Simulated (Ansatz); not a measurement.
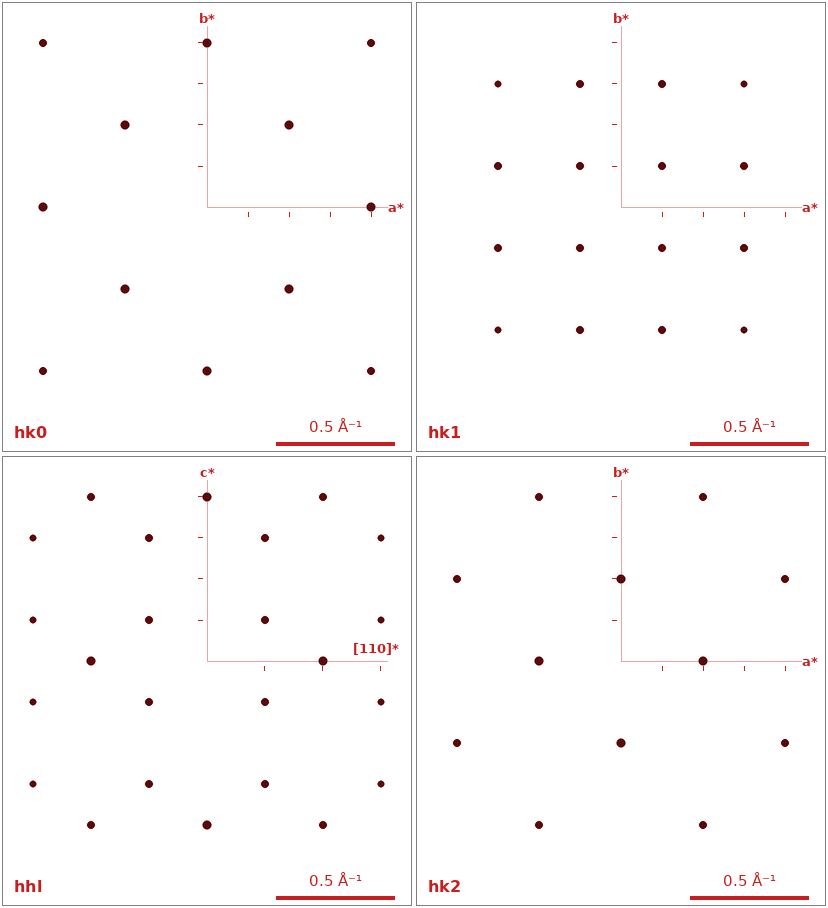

Four undistorted layers of reciprocal space, calculated for a single crystal (X-rays, kinematic |F|², B = 0.5 Å²). Tick marks count the reciprocal lattice steps of the conventional cell along each axis.

The compound is W. Structure: coordinates from a relaxation with Ansatz 0.2.0, DFT, LDA (PW92), plane waves (420 eV) with PAW, scalar-relativistic; the starting structure was generated, so it need not be a known form of this composition.

What cell do the layers give?

Answer. a* = 0.175, b* = 0.175, c* = 0.175 Å⁻¹; the cell is cubic with a = 5.71 Å.

Which reflection conditions do the layers show?

Answer. Reflections are present only under these conditions. hkl: h + k = 2n, h + l = 2n; hk0: h = 2n, h + k = 4n; hhl: h + l = 2n; h00: h = 4n. The lattice is face-centred (F). Further gaps, such as 2 2 2, 4 4 2, come from atoms on special positions, not from the group's general conditions.

Which space groups fit?

Answer. The intensities have Laue symmetry m-3m (the hk0 layer shows 4mm, hk1 shows 4mm). With these conditions only Fd-3m (No. 227) fits.
